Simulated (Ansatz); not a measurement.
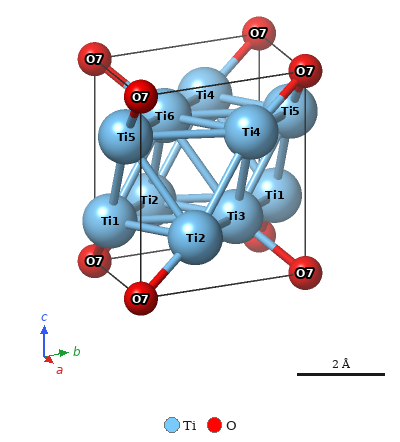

**Figure 1.** The structure as given in the input (ball-and-stick view of the cell of the calculation, seen slightly off an axis; atoms are numbered from 1 in the order of the input). An atom can appear more than once, as a periodic image.

**Band-structure calculation, with input and output: Ti6O**

The run: band-structure calculation of Ti6O (P-31m, 7 atoms in the cell). Method and program: DFT r2SCAN, scalar-relativistic, plane waves, PAW, no spin polarisation (Ansatz 0.2.0).

The structure derives from an entry of the Crystallography Open Database. Figures and captions count atoms from 1; the log counts them from 0 in places.

### The input
```yaml
crystal:
  lattice:
    - [5.1032771117, 0.0, 0.0]
    - [-2.5516385559, 4.4195676213, 0.0]
    - [0.0, 0.0, 4.7262844427]
  atoms:
    - { symbol: Ti, position: [0.3305447244, 0.0, 0.2602583414] }
    - { symbol: Ti, position: [0.0, 0.3305447244, 0.2602583414] }
    - { symbol: Ti, position: [0.6694552756, 0.6694552756, 0.2602583414] }
    - { symbol: Ti, position: [0.0, 0.6694552756, 0.7397416586] }
    - { symbol: Ti, position: [0.6694552756, 0.0, 0.7397416586] }
    - { symbol: Ti, position: [0.3305447244, 0.3305447244, 0.7397416586] }
    - { symbol: O, position: [0.0, 0.0, 0.0] }
basis:
  ecutwfc: 500
kpoints:
  mp_grid: { grid: [12, 12, 8] }
  band_path:
    path:
      - [[0.0, 0.0, 0.0], [0.5, 0.0, 0.0], [0.33333333, 0.33333333, 0.0], [0.0, 0.0, 0.0], [0.0, 0.0, 0.5], [0.5, 0.0, 0.5], [0.33333333, 0.33333333, 0.5], [0.0, 0.0, 0.5]]
      - [[0.5, 0.0, 0.5], [0.5, 0.0, 0.0]]
      - [[0.33333333, 0.33333333, 0.5], [0.33333333, 0.33333333, 0.0], [0.33333333, 0.33333333, -0.5]]
    npoints: 14
hamiltonian:
  xc: r2scan
scf:
  occupations: { method: gaussian, width: 0.1 }
  n_extra_bands: 17
output:
  forces: true
  stress: true
  eigenvalues: true
  populations: true
  dos: { projected: true, de: 0.02, nscf_kmesh: { grid: [18, 18, 12] } }
  bader: true
  write_density: true
  write_potential: true
  elf: true
  volumetric_format: npy
```

Hardware: 2 threads of Intel Xeon @ 2.50GHz (Skylake/Cascade Lake), 189 GiB of memory available, shared host.

Command:
```bash
ansatz run input.yaml --threads 2 --pin off --max-ram 5120MiB --backend cpu --events-out ev --progress --plain --runs-dir out
```

### The program's output
```
scf.n_extra_bands = 17 over 39 filled bands (N_el = 78.0): the run solves 56 bands
Engine: ansatz 0.2.0, x86_64-unknown-linux-gnu
Pseudopotentials: kind: paw
Pseudopotential: Ti, paw, valence charge 12, recommended cutoff 500 eV (meta_gga), Ti.paw.azcp
Pseudopotential: O, paw, valence charge 6, recommended cutoff 500 eV (meta_gga), O.paw.azcp
Functional definition: r2SCAN
  parameter k0 = 0.174
  parameter k1 = 0.065
  parameter a1 = 4.9479
  exchange = r2scan_x(k0 = k0, k1 = k1, a1 = a1)
  correlation = r2scan_c
Crystal: 7 atoms, lattice volume = 106.598 Å³
Basis set: ecut = 500 eV, 2765 PW (Γ), exchange–correlation on 160×160×144 points (64 copies of the dense FFT grid, shifted against one another)
Bands: 56, of which v1, the nominal top of the filled ones, is band 39 counted from 1 (38 counted from 0)
Symmetry: 12 space group operations
Space group: P-31m (ITA 162), of the structure as read, at distance tolerance 4.7e-5 Å
k-points: 131 of 1152
Non-local potential: Ti, projectors of the file, l = 0: 3, l = 1: 2, l = 2: 3, l = 3: 1
Non-local potential: O, projectors of the file, l = 0: 2, l = 1: 2, l = 2: 1
PAW form: soft (Blöchl's): semilocal exchange-correlation on the pseudo side does not see the compensation charge
PAW frozen core: Ti, regenerated for the run's functional (the file was generated under x = pbe(κ = 0.804, μ = 0.2195149727645171), c = pbe(β = 0.06672455060314922))
PAW frozen core: O, regenerated for the run's functional (the file was generated under x = pbe(κ = 0.804, μ = 0.2195149727645171), c = pbe(β = 0.06672455060314922))
PAW one-centre angular grid: Ti, 590 points (default); XC on 160 Gauss nodes
PAW one-centre angular grid: O, 302 points (default); XC on 160 Gauss nodes
Initial density: superposition of atomic densities (neutral atoms: chi_scale 0, normalization atom), corrected by the library's trained network
Initial wavefunctions: pseudopotential atomic-orbital guess
Functional: x = r2scan, c = r2scan; τ floored in thin density (d = 2e-4 eV/Å³)
SCF iter   1: F=—  HF=-15598.248206 eV  |F-HF|=—  |Δ(HF+E_count)|=         —  Δρ=1.76e-2  dr2=3.12e-1  dr2_τ=1.46e-1  ethr=1.77e-3  ⟨swp⟩=4.1  Hψ=26442  notcnv=0
preconditioner: auto → Kerker (q_TF=auto, 2.590 Å⁻¹)  [metal: Δε(μ)=0.004 eV  Ē_g=4.974 eV  σ=0.100 eV  W_gap=0.02  n_scr=26 (ndim 8)  ℏωp=19.0 eV  f_vac=0.000  D(μ)=3.87/eV (n_scr^D=26)]
SCF iter   2: F=—  HF=-15598.432225 eV  |F-HF|=—  |Δ(HF+E_count)|=   1.84e-1  Δρ=6.38e-3  dr2=3.95e-2  dr2_τ=3.59e-3  ethr=4.00e-4  ⟨swp⟩=3.0  Hψ=14557  notcnv=0  defer=1153
SCF iter   3: F=—  HF=-15598.432559 eV  |F-HF|=—  |Δ(HF+E_count)|=   3.33e-4  Δρ=2.69e-3  dr2=5.63e-3  dr2_τ=5.40e-4  ethr=5.07e-5  ⟨swp⟩=2.0  Hψ=8054  notcnv=0  defer=1153
SCF iter   4: F=—  HF=-15598.435126 eV  |F-HF|=—  |Δ(HF+E_count)|=   2.57e-3  Δρ=9.99e-4  dr2=8.80e-4  dr2_τ=1.04e-4  ethr=7.22e-6  ⟨swp⟩=2.0  Hψ=8331  notcnv=0  defer=1153
SCF iter   5: F=—  HF=-15598.435038 eV  |F-HF|=—  |Δ(HF+E_count)|=   8.79e-5  Δρ=2.62e-4  dr2=8.26e-5  dr2_τ=3.10e-6  ethr=1.13e-6  ⟨swp⟩=2.0  Hψ=7243  notcnv=0  defer=1153
SCF iter   6: F=—  HF=-15598.435052 eV  |F-HF|=—  |Δ(HF+E_count)|=   1.45e-5  Δρ=8.55e-5  dr2=8.08e-6  dr2_τ=3.14e-7  ethr=1.06e-7  ⟨swp⟩=2.0  Hψ=8258  notcnv=0  defer=1153
SCF iter   7: F=—  HF=-15598.435053 eV  |F-HF|=—  |Δ(HF+E_count)|=   7.45e-7  Δρ=1.68e-5  dr2=3.88e-7  dr2_τ=1.09e-8  ethr=1.04e-8  ⟨swp⟩=2.0  Hψ=8166  notcnv=0  defer=1153
SCF iter   8: F=-15598.435053 eV  HF=-15598.435053 eV  |F-HF|=2.06e-9  |Δ(HF+E_count)|=   6.46e-8  Δρ=3.59e-6  dr2=1.37e-8  dr2_τ=7.68e-10  ethr=1.28e-10  ⟨swp⟩=11.8  Hψ=40636  notcnv=0
SCF 1 converged in 8 iterations: F = -15598.435053 eV  dr2 = 1.37e-8
  greatest PAW one-centre occupation: 1.001 electrons in one spin orbital (limit 2), on the Ti atom at site 5 (counted from 0), in its partial waves of l = 1
NSCF: frozen V_eff on 143 k-points
NSCF: frozen V_eff on 394 k-points
SCF converged after 8 iterations
Free energy (F): -15598.435053 eV
Harris-Foulkes:  -15598.435053 eV  (|F-HF|=2.06e-9)
Internal energy: -15598.414228 eV  (E = F + TS)
E sigma→0 (E₀):  -15598.424641 eV
Entropy (-TS):   -0.020825 eV (-2.975 meV/atom)
Fermi energy:    13.838790 eV
--- Per-component energies (eV) ---
  E_band       = -994.631428
  E_kinetic    = 1814.142064
  E_local      = -5148.019454  (includes V_loc(G=0)·N_el)
  E_nonlocal   = 89.180377
  E_hartree    = 2104.682954
  E_xc         = -632.621713
  E_vxc        = -904.511402  (∫ρ·V_xc dr)
  E_paw        = -6499.600176  (= ΣΔE_a)
  E_vpaw       = -1116.070097  (= ΣTr[D̂ρ^β])
  E_aug_tail   = 0.001540  (compensation charges beyond the density's cutoff)
  E_vtau       = 61.284595  (kinetic-family band-sum trace: ∫τ·v_τ [+ j·A + Jᵃ·Aᵃ] dr)
  E_ewald      = -7324.627137
  E_core_change = -1.552684  (= ΣΔE_core)
  E_smearing   = -0.020825  (= −TS)
  E_closure    = -0.000000  (closes the sum)
  Σ components = -15598.435053   (vs F -15598.435053, Δ=0.00e0)
--- Forces (eV/Å), atoms counted from 1 ---
  atom   1  Ti    -0.00348269    -0.00000000     0.00272930
  atom   2  Ti     0.00174135    -0.00301610     0.00272930
  atom   3  Ti     0.00174135     0.00301610     0.00272930
  atom   4  Ti    -0.00174135     0.00301610    -0.00272930
  atom   5  Ti     0.00348269     0.00000000    -0.00272930
  atom   6  Ti    -0.00174135    -0.00301610    -0.00272930
  atom   7  O      0.00000000     0.00000000     0.00000000
  max |Σ_I F_I| component: 1.39e-17 eV/Å
--- Stress (GPa, compression-positive) ---
        0.009940      -0.000000      -0.000000
       -0.000000       0.009940       0.000000
       -0.000000       0.000000      -0.022485
  P = ⅓ Tr σ = -0.0009 GPa (-0.009 kbar)
--- Band table (eV; the first three rows and the last of 131) ---
  k-point 0: bands = ["-45.4706", "-45.3376", "-45.3240", "-45.3240", "-45.3183", "-45.3183", "-21.1004", "-20.8229", "-20.7178", "-20.6968", "-20.6968", "-20.6601", "-20.6601", "-20.6036", "-20.6036", "-20.5939", "-20.5182", "-20.5182", "-20.5000", "-20.3620", "-20.3620", "-20.3054", "-20.2693", "-20.2693", "-8.2337", "6.3513", "6.4722", "6.4722", "7.9968", "11.8167", "12.1418", "12.2241", "12.2555", "12.2555", "12.5240", "12.6839", "12.6839", "13.6398", "14.0304", "14.0304", "14.5322", "14.5322", "14.7294", "15.0454", "15.0454", "15.4147", "15.6168", "15.6168", "15.8192", "15.8192", "16.5698", "16.9303", "16.9303", "16.9388", "16.9388", "17.2295"]
  k-point 1: bands = ["-45.4659", "-45.3423", "-45.3238", "-45.3238", "-45.3185", "-45.3185", "-21.0762", "-20.8112", "-20.7464", "-20.7464", "-20.7103", "-20.6846", "-20.6846", "-20.6067", "-20.5635", "-20.5635", "-20.5077", "-20.4835", "-20.4835", "-20.3587", "-20.3587", "-20.3316", "-20.2721", "-20.2721", "-8.2293", "6.2980", "6.4620", "6.4620", "8.1688", "11.6973", "12.2348", "12.2625", "12.3071", "12.3071", "12.5482", "12.7403", "12.7403", "13.5597", "13.9582", "13.9582", "14.4593", "14.4593", "14.6722", "14.9819", "14.9819", "15.3970", "15.6668", "15.6668", "15.8983", "15.8983", "16.4600", "16.9328", "16.9328", "16.9894", "16.9894", "17.0037"]
  k-point 2: bands = ["-45.4529", "-45.3556", "-45.3232", "-45.3232", "-45.3191", "-45.3191", "-21.0081", "-20.8086", "-20.8086", "-20.7774", "-20.7362", "-20.7362", "-20.6894", "-20.6445", "-20.5293", "-20.5020", "-20.5020", "-20.4298", "-20.4298", "-20.4034", "-20.3494", "-20.3494", "-20.2798", "-20.2798", "-8.2190", "6.1918", "6.4376", "6.4376", "8.6254", "11.3650", "12.3569", "12.3927", "12.4490", "12.4490", "12.6133", "12.8945", "12.8945", "13.4216", "13.7695", "13.7695", "14.3081", "14.3081", "14.5288", "14.7981", "14.7981", "15.3675", "15.8154", "15.8154", "16.0869", "16.0869", "16.1723", "16.5215", "16.9623", "16.9623", "17.0511", "17.0511"]
  k-point 130: bands = ["-45.3908", "-45.3812", "-45.3812", "-45.3158", "-45.3123", "-45.3123", "-21.0004", "-20.8133", "-20.8133", "-20.7315", "-20.7217", "-20.7217", "-20.6466", "-20.6167", "-20.6167", "-20.4743", "-20.4743", "-20.4542", "-20.4079", "-20.4079", "-20.4057", "-20.3233", "-20.3233", "-20.3134", "-8.2078", "6.2956", "6.2956", "6.4685", "10.5079", "10.5079", "11.0897", "12.0465", "12.0465", "12.2278", "12.3993", "12.3993", "12.6965", "13.5046", "13.5046", "14.4963", "14.5983", "14.5983", "14.7265", "14.7265", "14.7577", "15.7382", "15.7382", "15.9602", "16.5150", "16.5150", "16.5511", "16.5511", "16.6142", "16.7357", "16.8927", "17.2060"]
--- Löwdin populations: 7 sites ---
  site symbol       q [e]
     0     Ti     11.7250
     1     Ti     11.7250
     2     Ti     11.7250
     3     Ti     11.7250
     4     Ti     11.7250
     5     Ti     11.7250
     6      O      6.7044
  spilling = 0.012123 (of n_electrons = 78.000000)
--- Bader charges: 7 sites ---
  site symbol  charge [e]  shift [e]
     0     Ti      0.2506     0.0000
     1     Ti      0.2504     0.0000
     2     Ti      0.2502     0.0000
     3     Ti      0.2504     0.0000
     4     Ti      0.2505     0.0000
     5     Ti      0.2502     0.0000
     6      O     -1.5024     0.0001
  estimated error of the sums over rays = 6.5e-4 e
```

### File bader_charges.tsv
```
# site	symbol	x_ang	y_ang	z_ang	partial_charge_e	electrons	volume_ang3	relative_density_drop	shared_charge_e	partial_wave_shift_e
# quadrature_error_electrons = 6.5e-4
0	Ti	1.6869	0.0000	1.2301	0.25056	21.74944	16.14	-	0.25056	0.00001
1	Ti	-0.8434	1.4609	1.2301	0.25044	21.74956	16.14	-	0.25044	0.00001
2	Ti	1.7082	2.9587	1.2301	0.25024	21.74976	16.15	-	0.25024	0.00001
3	Ti	-1.7082	2.9587	3.4962	0.25045	21.74955	16.14	-	0.25045	0.00001
4	Ti	3.4164	0.0000	3.4962	0.25053	21.74947	16.14	-	0.25053	0.00001
5	Ti	0.8434	1.4609	3.4962	0.25020	21.74980	16.15	-	0.25020	0.00001
6	O	0.0000	0.0000	0.0000	-1.50241	9.50241	9.73	-	-1.50241	0.00005
```

### File populations.tsv
```
# site	symbol	l	j	q
# orbitals = lowdin
# n_electrons = 78.000000
# spilling = 0.012123
0	Ti	0_3S	-	1.924266
0	Ti	0_4S	-	0.875831
0	Ti	1_3P	-	5.989862
0	Ti	2_3D	-	2.935035
1	Ti	0_3S	-	1.924266
1	Ti	0_4S	-	0.875831
1	Ti	1_3P	-	5.989862
1	Ti	2_3D	-	2.935035
2	Ti	0_3S	-	1.924266
2	Ti	0_4S	-	0.875831
2	Ti	1_3P	-	5.989862
2	Ti	2_3D	-	2.935035
3	Ti	0_3S	-	1.924266
3	Ti	0_4S	-	0.875831
3	Ti	1_3P	-	5.989862
3	Ti	2_3D	-	2.935035
4	Ti	0_3S	-	1.924266
4	Ti	0_4S	-	0.875831
4	Ti	1_3P	-	5.989862
4	Ti	2_3D	-	2.935035
5	Ti	0_3S	-	1.924266
5	Ti	0_4S	-	0.875831
5	Ti	1_3P	-	5.989862
5	Ti	2_3D	-	2.935035
6	O	0_2S	-	1.738309
6	O	1_2P	-	4.966119
```

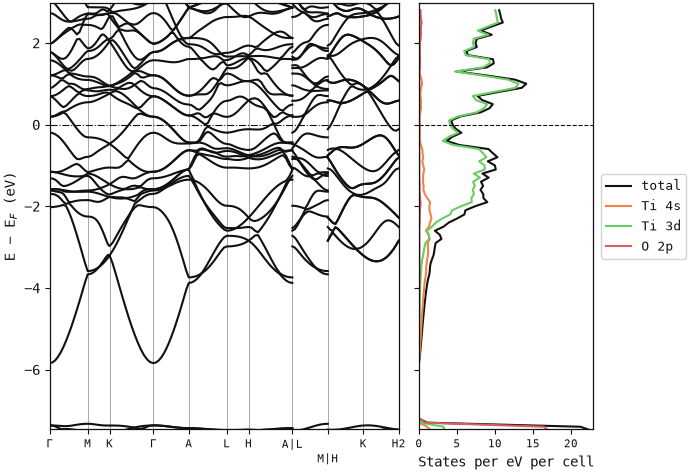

**Figure 2.** Band structure along Γ–M–K–Γ–A–L–H–A|L–M|H–K–H2 and density of states (projected on Löwdin-orthogonalised atomic shells), with energies from the Fermi level. Bands cross the Fermi level: a metal at this level of theory.

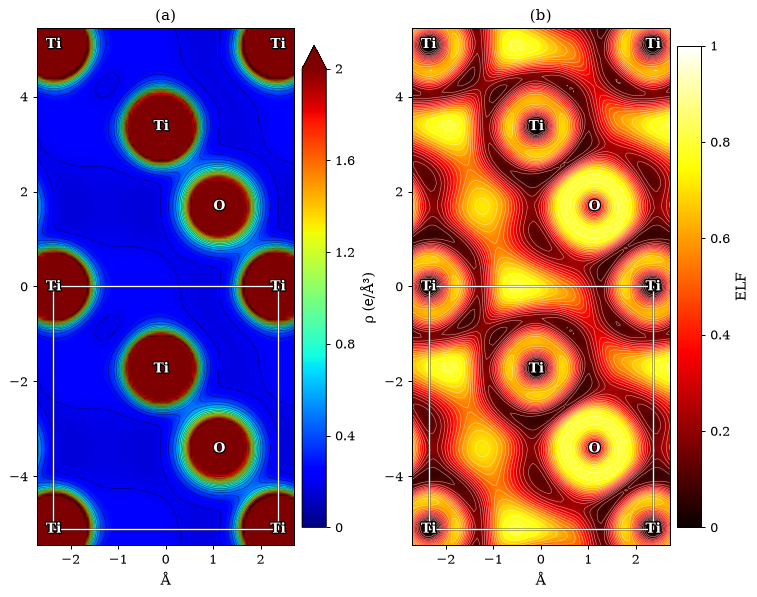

**Figure 3.** (a) valence charge density (pseudo); (b) electron localisation function on the (11̄0) plane of the conventional cell. Atoms in the plane: Ti and O. Ti–O (2.09 Å): ρ at the midpoint is about 0.47 e/Å³; the ELF is about 0.10 at the midpoint; a polar contact without a shared pair, in a metal. Ti–Ti (2.85 Å): ρ at the midpoint is about 0.19 e/Å³; the ELF is about 0.20 at the midpoint; no shared electron pair. Ti–Ti (3.01 Å): ρ is about 0.18 e/Å³ halfway; the ELF is about 0.30 at the midpoint (no shared electron pair). Away from the nuclei the density in this plane falls to 0.16 e/Å³ at its lowest.  The strong features right at Ti lie inside the PAW spheres (semicore, d or f shells) and say nothing about bonding. The fields are those of the smooth PAW valence density.

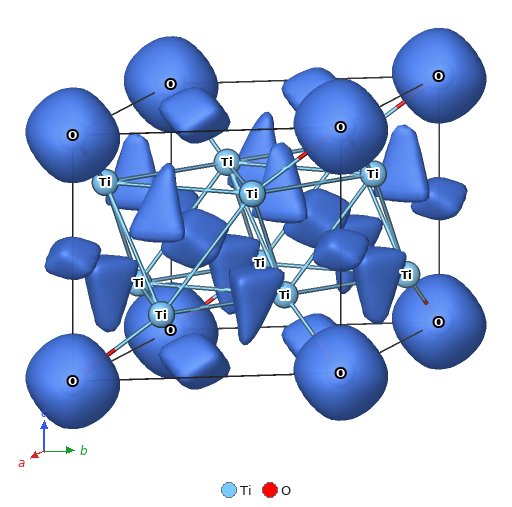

**Figure 4.** Isosurface of the ELF at 0.6 (blue), seen slightly off an axis. Only the valence region is drawn (cores and ρ < 0.01 e/Å³ removed). Sticks mark near contacts. The outline is the cell set on symmetry axes. Values along the shortest contacts: Ti–O (2.09 Å): the ELF is about 0.10 at the midpoint (a polar contact without a shared pair, in a metal). Ti–Ti (2.83 Å): the ELF is about 0.25 at the midpoint (no localised pair between them).

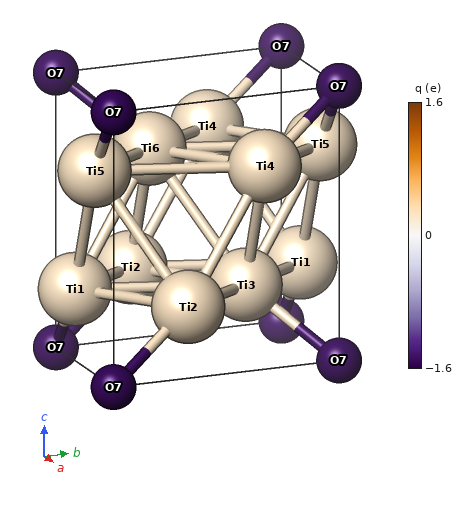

**Figure 5.** Bader charges, as the colour of each atom (ball-and-stick view of the cell of the calculation, seen slightly off an axis; atoms are numbered from 1 in the order of the input). By element: Ti +0.25 and O −1.50 e.

### Results in brief

```tsv
quantity	value
outcome	converged
space group (tolerance 0.01 Å)	P-31m (162)
electrons treated	78
free energy	−15598.4351 eV
Fermi energy	13.839 eV
gap on the k-point mesh	none (metallic)
pressure	0.00 GPa
largest force (length of the vector)	0.004 eV/Å
wall time	6.1 min (CPU time 12 min)
peak memory	1.9 GiB
```
